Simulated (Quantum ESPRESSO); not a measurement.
# Thickness dependence of 1T-SnS2, part 5 of 7

Aim: screening, gap and ionisation potential of 1T-SnS2 against the number of layers.

Quantum ESPRESSO 7.5; plane-wave DFT, PBE, GBRV ultrasoft pseudopotentials.

So far. Step 7 (Potential by pp.x, 1 layer): The slope in the vacuum is 0.100 eV/Å for an applied 0.10 V/Å, as it should be. Step 8 (Band structure, 1 layer: no field): Along this path the valence top lies between Γ and M and the conduction bottom at M.

## (10) Variable-cell relaxation, 2 layers

Level of this step: plane-wave DFT, PBE-D3(BJ), GBRV ultrasoft pseudopotentials (Quantum ESPRESSO 7.5).

System of this step: 1T-SnS2, 2 layers, AA stacking. The cell holds 6 atoms: 4 S and 2 Sn. Its edges and angles: a = 3.700 Å, b = 3.700 Å, c = 23.930 Å, α = 90.0°, β = 90.0°, γ = 120.0°. It derives from SnS2. Vacuum lies along c.

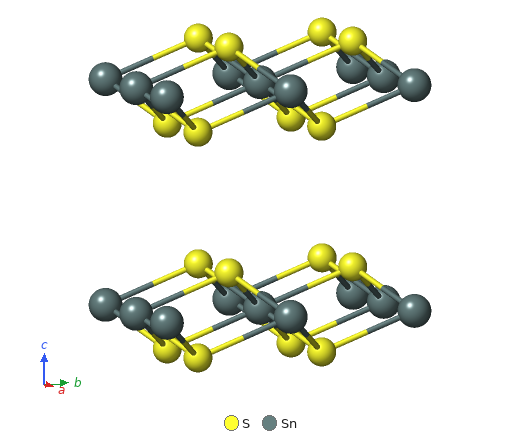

The cell of this step (sulfur yellow, tin teal). 2×2×1 cells are drawn. Some periodic images of atoms are drawn too.

Contents of n2.relax.in:

```
&control
  prefix = 'n2.relax'
  outdir = './out'
  pseudo_dir = './pseudo'
  nstep = 50
  forc_conv_thr = 0.0004
  calculation = 'vc-relax'
  etot_conv_thr = 1e-06
/
&system
  ibrav = 0
  nat = 6
  ntyp = 2
  ecutwfc = 50
  ecutrho = 250
  vdw_corr = 'grimme-d3'
  dftd3_version = 4
  occupations = 'smearing'
  smearing = 'fd'
  degauss = 0.004
/
&electrons
  conv_thr = 1e-09
  mixing_beta = 0.4
  electron_maxstep = 120
  mixing_mode = 'plain'
/
&ions
/
&cell
  cell_dofree = '2Dxy'
  press_conv_thr = 0.3
/
ATOMIC_SPECIES
  S   32.0600  s_pbe_v1.4.uspp.F.UPF
  Sn  118.7100  sn_pbe_v1.4.uspp.F.UPF
CELL_PARAMETERS angstrom
  3.70000000000000 0.00000000000000 0.00000000000000
  -1.85000000000000 3.20429399400242 0.00000000000000
  0.00000000000000 0.00000000000000 23.93033368530590
ATOMIC_POSITIONS crystal
  S   0.666666666667 0.333333333333 0.355197721510
  Sn  0.000000000000 0.000000000000 0.393123787785
  S   0.333333333333 0.666666666667 0.431049854060
  S   0.666666666667 0.333333333333 0.568950145940
  Sn  0.000000000000 0.000000000000 0.606876212215
  S   0.333333333333 0.666666666667 0.644802278490
K_POINTS automatic
  12 12 1 0 0 0
```

Launch:

```
$ OMP_NUM_THREADS=1 mpirun -n 4 pw.x -nk 4 -in n2.relax.in > n2.relax.out
```

The log of the run:

```text
[banner, memory and clock lines left out]
Program PWSCF v.7.5 starts

          URL

     Message from routine setup:
     using ibrav=0 with symmetry is DISCOURAGED, use correct ibrav instead

     G-vector sticks info

     bravais-lattice index     =            0
     lattice parameter (alat)  =       6.9920  a.u.
     unit-cell volume          =    1914.6061 (a.u.)^3
     number of atoms/cell      =            6
     number of atomic types    =            2
     number of electrons       =        52.00
     number of Kohn-Sham states=           31
     kinetic-energy cutoff     =      50.0000  Ry
     charge density cutoff     =     250.0000  Ry
     scf convergence threshold =      1.0E-09
     mixing beta               =       0.4000
     number of iterations used =            8  plain     mixing
     energy convergence thresh.=      1.0E-06
     force convergence thresh. =      4.0E-04
     press convergence thresh. =      3.0E-01
     Exchange-correlation=  SLA  PW   PBX  PBC
                           (   1   4   3   4   0   0   0)
     nstep                     =           50

     celldm(1)=   6.991987  celldm(2)=   0.000000  celldm(3)=   0.000000
     celldm(4)=   0.000000  celldm(5)=   0.000000  celldm(6)=   0.000000

     crystal axes: (cart. coord. in units of alat)
               a(1) = (   1.000000   0.000000   0.000000 )
               a(2) = (  -0.500000   0.866025   0.000000 )
               a(3) = (   0.000000   0.000000   6.467658 )

     reciprocal axes: (cart. coord. in units 2 pi/alat)
               b(1) = (  1.000000  0.577350 -0.000000 )
               b(2) = (  0.000000  1.154701  0.000000 )
               b(3) = (  0.000000 -0.000000  0.154615 )

     PseudoPot. # 1 for S  read from file:
     ./pseudo/s_pbe_v1.4.uspp.F.UPF
     Pseudo is Ultrasoft + core correction, Zval =  6.0
     Generated by new atomic code, or converted to UPF format
     Using radial grid of  907 points,  6 beta functions with:
                l(1) =   0
                l(2) =   0
                l(3) =   1
                l(4) =   1
                l(5) =   2
                l(6) =   2
     Q(r) pseudized with  8 coefficients,  rinner =    1.300   1.300   1.300
                                                       1.300   1.300

     PseudoPot. # 2 for Sn read from file:
     ./pseudo/sn_pbe_v1.4.uspp.F.UPF
     Pseudo is Ultrasoft + core correction, Zval = 14.0
     Generated by new atomic code, or converted to UPF format
     Using radial grid of  891 points,  6 beta functions with:
                l(1) =   0
                l(2) =   0
                l(3) =   1
                l(4) =   1
                l(5) =   2
                l(6) =   2
     Q(r) pseudized with  8 coefficients,  rinner =    1.350   1.350   1.350
                                                       1.350   1.350

     atomic species   valence    mass     pseudopotential
     S                 6.00    32.06000     S ( 1.00)
     Sn               14.00   118.71000     Sn( 1.00)

     12 Sym. Ops., with inversion, found

   Cartesian axes

     site n.     atom                  positions (alat units)
         1        S      tau(   1) = (   0.5000000   0.2886751   2.2972973  )
         2        Sn     tau(   2) = (   0.0000000   0.0000000   2.5425901  )
         3        S      tau(   3) = (  -0.0000000   0.5773503   2.7878829  )
         4        S      tau(   4) = (   0.5000000   0.2886751   3.6797748  )
         5        Sn     tau(   5) = (   0.0000000   0.0000000   3.9250676  )
         6        S      tau(   6) = (  -0.0000000   0.5773503   4.1703605  )

     DFT-D3 Dispersion Correction (3-body terms):
       Reference C6 values for interpolation:

         atom   Coordination number   C6
         S          0.000           268.01
         S          0.995           261.99
         S          1.990           251.62
         Sn         0.000          1255.14
         Sn         0.951          1084.09
         Sn         1.950          1010.83
         Sn         2.926           818.29
         Sn         3.912           672.20

       Values used:

         atom   Coordination number  R0_AB[au]  C6      C8
         S          4.252            3.128    251.62  12327.25
         Sn         7.161            3.957    672.20  84369.06
         S          4.286            3.128    251.62  12327.25
         S          4.286            3.128    251.62  12327.25
         Sn         7.161            3.957    672.20  84369.06
         S          4.252            3.128    251.62  12327.25

         Molecular C6 ( Ry / a.u.^6 ) =     13276.96

     number of k points=    19  Fermi-Dirac smearing, width (Ry)=  0.0040
                       cart. coord. in units 2pi/alat
        k(    1) = (   0.0000000   0.0000000   0.0000000), wk =   0.0138889
        k(    2) = (   0.0000000   0.0962250   0.0000000), wk =   0.0833333
        k(    3) = (   0.0000000   0.1924501   0.0000000), wk =   0.0833333
        k(    4) = (   0.0000000   0.2886751   0.0000000), wk =   0.0833333
        k(    5) = (   0.0000000   0.3849002   0.0000000), wk =   0.0833333
        k(    6) = (   0.0000000   0.4811252   0.0000000), wk =   0.0833333
        k(    7) = (   0.0000000  -0.5773503   0.0000000), wk =   0.0416667
        k(    8) = (   0.0833333   0.1443376   0.0000000), wk =   0.0833333
        k(    9) = (   0.0833333   0.2405626   0.0000000), wk =   0.1666667
        k(   10) = (   0.0833333   0.3367877   0.0000000), wk =   0.1666667
        k(   11) = (   0.0833333   0.4330127   0.0000000), wk =   0.1666667
        k(   12) = (   0.0833333   0.5292377   0.0000000), wk =   0.1666667
        k(   13) = (   0.1666667   0.2886751   0.0000000), wk =   0.0833333
        k(   14) = (   0.1666667   0.3849002   0.0000000), wk =   0.1666667
        k(   15) = (   0.1666667   0.4811252   0.0000000), wk =   0.1666667
        k(   16) = (   0.1666667   0.5773503   0.0000000), wk =   0.0833333
        k(   17) = (   0.2500000   0.4330127   0.0000000), wk =   0.0833333
        k(   18) = (   0.2500000   0.5292377   0.0000000), wk =   0.1666667
        k(   19) = (   0.3333333   0.5773503   0.0000000), wk =   0.0277778

     Dense  grid:   128045 G-vectors     FFT dimensions: (  36,  36, 240)

     Smooth grid:    91571 G-vectors     FFT dimensions: (  32,  32, 216)

     Check: negative core charge=   -0.000001

     Initial potential from superposition of free atoms

     starting charge      49.9998, renormalised to      52.0000

     negative rho (up, down):  2.312E-04 0.000E+00
     Starting wfcs are   34 randomized atomic wfcs

[...]
-0.5324  -0.3667   2.6992   2.7928   4.5035   4.5088   4.9198

          k = 0.0845 0.2438 0.0000 ( 11420 PWs)   bands (ev):

   -21.1317 -21.1316 -21.0874 -21.0873 -21.0552 -21.0552 -21.0448 -21.0445
   -21.0327 -21.0325 -13.3244 -13.2271 -11.7722 -11.6054  -5.6627  -5.4328
    -3.0801  -2.7735  -2.4716  -2.2287  -1.5386  -1.2369  -1.1204  -0.7220
    -0.5780  -0.3503   2.5580   2.7430   4.7847   4.9383   5.4705

          k = 0.0845 0.3413 0.0000 ( 11412 PWs)   bands (ev):

   -21.1496 -21.1494 -21.0798 -21.0797 -21.0635 -21.0634 -21.0356 -21.0354
   -21.0210 -21.0208 -12.9065 -12.8144 -11.5438 -11.4071  -6.0526  -5.9430
    -3.8803  -3.5825  -2.8283  -2.4861  -2.0495  -1.8030  -1.1332  -0.7203
    -0.6748  -0.3970   2.1295   2.3782   4.8806   5.0458   5.9478

          k = 0.0845 0.4388 0.0000 ( 11426 PWs)   bands (ev):

   -21.1661 -21.1660 -21.0768 -21.0767 -21.0702 -21.0702 -21.0237 -21.0236
   -21.0109 -21.0107 -12.4222 -12.3408 -11.3783 -11.2881  -6.6319  -6.5376
    -4.4085  -4.1525  -2.9109  -2.6459  -2.4813  -2.1360  -1.1002  -0.7600
    -0.6879  -0.5423   1.7542   1.9462   4.8335   4.9283   5.8227

          k = 0.0845 0.5364 0.0000 ( 11442 PWs)   bands (ev):

   -21.1760 -21.1757 -21.0762 -21.0760 -21.0742 -21.0740 -21.0129 -21.0129
   -21.0076 -21.0075 -12.0059 -11.9416 -11.3614 -11.3208  -7.0230  -6.9497
    -4.7053  -4.4585  -2.8957  -2.8129  -2.5985  -2.2429  -1.0444  -0.8025
    -0.7575  -0.6328   1.5585   1.6716   4.7814   4.8107   5.7413

          k = 0.1689 0.2926 0.0000 ( 11412 PWs)   bands (ev):

   -21.1413 -21.1411 -21.0864 -21.0863 -21.0583 -21.0580 -21.0434 -21.0432
   -21.0206 -21.0205 -12.9716 -12.8785 -11.5719 -11.4291  -5.9307  -5.8495
    -3.5189  -3.3875  -3.1371  -2.8232  -1.7785  -1.5118  -1.2299  -1.1015
    -0.7593  -0.3556   2.5954   2.6056   5.2412   5.3506   5.7859

          k = 0.1689 0.3901 0.0000 ( 11417 PWs)   bands (ev):

   -21.1519 -21.1517 -21.0869 -21.0869 -21.0618 -21.0617 -21.0372 -21.0371
   -21.0106 -21.0104 -12.5243 -12.4398 -11.3869 -11.2823  -6.4250  -6.3805
    -4.1175  -3.9005  -3.3071  -3.0825  -2.2900  -2.0455  -1.4529  -1.1493
    -0.6370  -0.4756   2.3187   2.4634   5.1623   5.5663   5.7161

          k = 0.1689 0.4876 0.0000 ( 11452 PWs)   bands (ev):

   -21.1604 -21.1603 -21.0883 -21.0882 -21.0650 -21.0650 -21.0262 -21.0262
   -21.0077 -21.0074 -12.0636 -11.9952 -11.3095 -11.2545  -6.9080  -6.8662
    -4.4615  -4.2143  -3.4136  -3.2219  -2.6632  -2.4690  -1.3940  -1.0619
    -0.7135  -0.5930   2.0686   2.2216   5.1911   5.5846   5.7579

          k = 0.1689 0.5851 0.0000 ( 11478 PWs)   bands (ev):

   -21.1637 -21.1634 -21.0890 -21.0890 -21.0664 -21.0663 -21.0186 -21.0186
   -21.0099 -21.0097 -11.8071 -11.7538 -11.3418 -11.3184  -7.0986  -7.0745
    -4.5637  -4.3137  -3.4700  -3.3274  -2.7024  -2.6451  -1.2373  -1.0755
    -0.8381  -0.6171   1.9814   2.1018   5.2660   5.5025   5.9278

          k = 0.2534 0.4388 0.0000 ( 11442 PWs)   bands (ev):

   -21.1496 -21.1496 -21.0973 -21.0972 -21.0571 -21.0570 -21.0362 -21.0361
   -21.0076 -21.0074 -12.0889 -12.0189 -11.2869 -11.2249  -6.8364  -6.8247
    -4.2776  -4.1045  -3.5740  -3.4926  -2.7648  -2.5320  -1.6511  -1.1453
    -0.6698  -0.5643   2.2504   2.5426   5.1873   5.5838   6.1137

          k = 0.2534 0.5364 0.0000 ( 11475 PWs)   bands (ev):

   -21.1460 -21.1459 -21.1059 -21.1058 -21.0541 -21.0541 -21.0310 -21.0309
   -21.0109 -21.0107 -11.7098 -11.6632 -11.3065 -11.2881  -7.1381  -7.1139
    -4.2987  -4.0503  -3.8722  -3.6288  -3.1662  -2.9769  -1.4778  -1.0689
    -0.8427  -0.6058   2.1107   2.5149   5.3422   5.5994   6.0742

          k = 0.3378 0.5851 0.0000 ( 11460 PWs)   bands (ev):

   -21.1271 -21.1271 -21.1256 -21.1256 -21.0408 -21.0408 -21.0407 -21.0407
   -21.0132 -21.0132 -11.4651 -11.4651 -11.3892 -11.3892  -7.2455  -7.2007
    -4.0550  -4.0550  -3.7665  -3.7665  -3.5935  -3.3925  -1.2733  -1.2733
    -0.7222  -0.7222   2.0748   2.6096   5.4754   5.4754   6.2650

     the Fermi energy is     0.5378 ev

!    total energy              =    -415.16326847 Ry
     estimated scf accuracy    <          9.9E-11 Ry
     smearing contrib. (-TS)   =      -0.00000002 Ry
     internal energy E=F+TS    =    -415.16326846 Ry

     The total energy is F=E-TS. E is the sum of the following terms:
     one-electron contribution =   -2021.10784861 Ry
     hartree contribution      =    1027.96605997 Ry
     xc contribution           =    -119.94739622 Ry
     ewald contribution        =     698.04538370 Ry
     DFT-D3 Dispersion         =      -0.11946730 Ry

     convergence has been achieved in  14 iterations

     negative rho (up, down):  2.649E-04 0.000E+00

     Forces acting on atoms (cartesian axes, Ry/au):

     atom    1 type  1   force =     0.00000000    0.00000000   -0.00038624
     atom    2 type  2   force =     0.00000000    0.00000000   -0.00274161
     atom    3 type  1   force =     0.00000000    0.00000000    0.00303310
     atom    4 type  1   force =     0.00000000    0.00000000   -0.00303310
     atom    5 type  2   force =    -0.00000000   -0.00000000    0.00274161
     atom    6 type  1   force =     0.00000000    0.00000000    0.00038624

     Total force =     0.005808     Total SCF correction =     0.000034

     Computing stress (Cartesian axis) and pressure

     negative rho (up, down):  2.649E-04 0.000E+00
          total   stress  (Ry/bohr**3)                   (kbar)     P=       -0.97
   0.00000043   0.00000000   0.00000000            0.06        0.00        0.00
  -0.00000000   0.00000043   0.00000000           -0.00        0.06        0.00
   0.00000000   0.00000000  -0.00002056            0.00        0.00       -3.02

     Energy error            =      1.1E-03 Ry
     Gradient error          =      3.0E-03 Ry/Bohr
     Cell gradient error     =      6.3E-02 kbar

     number of scf cycles    =  18
     number of bfgs steps    =  17

     enthalpy           old  =    -415.1621894253 Ry
     enthalpy           new  =    -415.1632684736 Ry

     CASE: enthalpy          _new < enthalpy          _old

     new trust radius        =       0.0360298260 bohr
     new conv_thr            =            7.6E-11 Ry

     new unit-cell volume =   1862.25261 a.u.^3 (   275.95737 Ang^3 )
     density =      2.20031 g/cm^3

CELL_PARAMETERS (angstrom)
   3.649062503   0.000000000   0.000000000
  -1.824531252   3.160180828   0.000000000
   0.000000000   0.000000000  23.930333685

ATOMIC_POSITIONS (crystal)
S                0.6666666667        0.3333333333        0.3147058621
Sn              -0.0000000000        0.0000000000        0.3769480232
S                0.3333333333        0.6666666667        0.4389906554
S                0.6666666667        0.3333333333        0.5610093446
Sn               0.0000000000        0.0000000000        0.6230519768
S                0.3333333333        0.6666666667        0.6852941379

     XML data file
     NEW-OLD atomic charge density approx. for the potential
     New effective cutoffs (rho, wfc):  256.79   51.40

     Check: negative core charge=   -0.000002

     negative rho (up, down):  2.575E-04 0.000E+00

     per-process dynamical memory:   135.3 Mb

     Self-consistent Calculation

     iteration #  1     ecut=    50.00 Ry     beta= 0.40
     Davidson diagonalization with overlap
     c_bands:  1 eigenvalues not converged
     ethr =  1.00E-06,  avg # of iterations = 10.4

     negative rho (up, down):  2.603E-04 0.000E+00

     total energy              =    -415.16072856 Ry
     estimated scf accuracy    <       0.00530374 Ry

     iteration #  2     ecut=    50.00 Ry     beta= 0.40
     Davidson diagonalization with overlap
     ethr =  1.02E-05,  avg # of iterations =  4.9

     negative rho (up, down):  2.639E-04 0.000E+00

     total energy              =    -415.16063210 Ry
     estimated scf accuracy    <       0.02608015 Ry

     iteration #  3     ecut=    50.00 Ry     beta= 0.40
     Davidson diagonalization with overlap
     ethr =  1.02E-05,  avg # of iterations =  4.0

     negative rho (
```

Wall time 19 min (4 MPI ranks of Arm Neoverse V2, shared host); peak memory 1.1 GiB.

Relaxation path (22 of 23):

```
step  energy less that of the first step (eV)  largest force (eV/Å)  volume (Å³)
   1                                   0.0000                6.1658       283.72
   2                                  -4.0123                3.5101       303.54
   3                                  -5.7521                1.6985       318.22
   4                                  -6.2025                0.7833       323.23
   5                                  -6.3635                0.2752       322.20
   6                                  -6.5153                0.1638       316.16
   7                                  -6.6635                0.4436       307.11
   8                                  -6.8308                0.5942       293.78
   9                                  -6.9232                0.3690       280.17
  10                                  -6.9331                0.1868       281.53
  11                                  -6.9379                0.1942       282.14
  13                                  -6.9557                0.2256       282.60
  14                                  -6.9740                0.2261       282.37
  15                                  -6.9992                0.2407       281.73
  16                                  -7.0296                0.2515       280.40
  17                                  -7.0608                0.2088       278.43
  18                                  -7.0754                0.0780       276.23
  19                                  -7.0761                0.0274       275.96
  20                                  -7.0761                0.0127       275.85
  21                                  -7.0762                0.0043       275.82
  22                                  -7.0762                0.0045       275.80
  23                                  -7.0542                0.0045       275.80
```

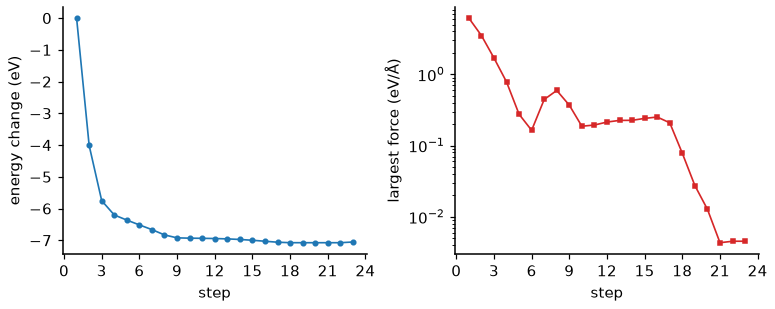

Energy and largest force along the relaxation.

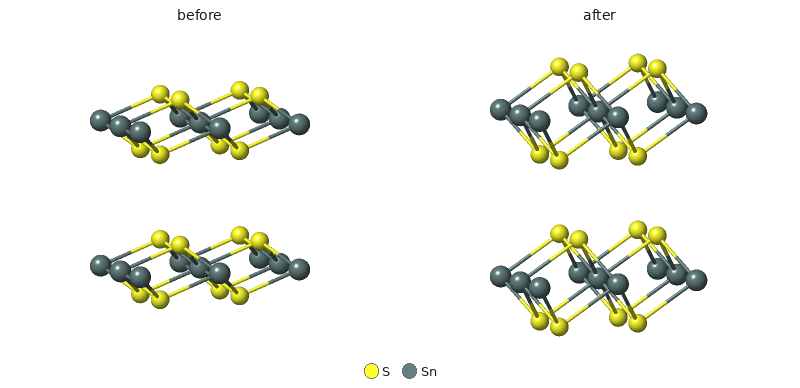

The structure before and after the relaxation, drawn at the same scale.

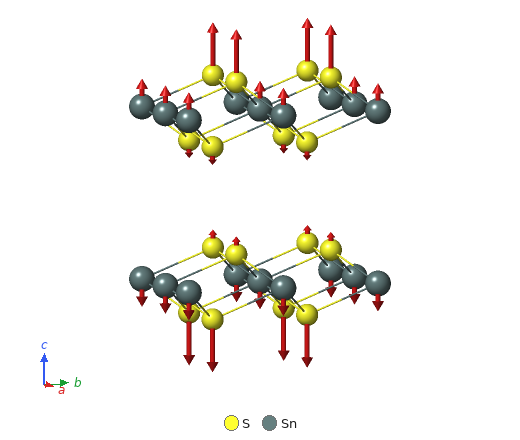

Displacements in the relaxation, exaggerated, measured against the changing cell; the longest in the cell stands for 0.96 Å. 2×2×1 cells are drawn. Some periodic images of atoms are drawn too.

```
cell as run  before  after  change
      a (Å)   3.700  3.648  -1.4 %
      b (Å)   3.700  3.648  -1.4 %
```

The atoms that moved most (Å, along periodic axes as changes of fractional coordinates times the final cell, across vacuum about the mean position):

```
atom     dx     dy      dz  length
  S1  0.000  0.000  -0.965   0.965
  S6  0.000  0.000   0.965   0.965
 Sn5  0.000  0.000   0.383   0.383
 Sn2  0.000  0.000  -0.383   0.383
  S4  0.000  0.000  -0.197   0.197
  S3  0.000  0.000   0.197   0.197
```

Final coordinates:

```cif
data_structure
_symmetry_space_group_name_H-M 'P 1'
_symmetry_Int_Tables_number 1
_cell_length_a 3.6480
_cell_length_b 3.6480
_cell_length_c 23.9303
_cell_angle_alpha 90.000
_cell_angle_beta 90.000
_cell_angle_gamma 120.000
_cell_volume 275.80
loop_
_atom_site_label
_atom_site_type_symbol
_atom_site_fract_x
_atom_site_fract_y
_atom_site_fract_z
_atom_site_occupancy
S1 S 0.66667 0.33333 0.31488 1
Sn2 Sn 0.00000 0.00000 0.37711 1
S3 S 0.33333 0.66667 0.43927 1
S4 S 0.66667 0.33333 0.56073 1
Sn5 Sn 0.00000 0.00000 0.62289 1
S6 S 0.33333 0.66667 0.68512 1
```

 The last row is no step: it is a fresh SCF in the final cell with a new plane-wave basis, +22 meV from the row before, a sign that the cell is biased by the basis (Pulay stress).

Numbers from this step:

```
free energy  : -5648.5627 eV
Fermi energy : 0.5533 eV
```

[end of part 5 of 7]

[Logs are printed without paths, hosts, clocks, repeated set-up lines and the standing remarks that a program may print on its own settings, such as how far it seeks lower states.]

[Hosts, paths, dates, database ids (printed as entryN), source tags and the programs' standing remarks are cut or masked in the printed files.]

[Maps of the electrostatic potential energy from Ansatz leave out the sawtooth potential of an applied field or a dipole correction, so their vacuum need not be flat; planar profiles and work functions include it.]
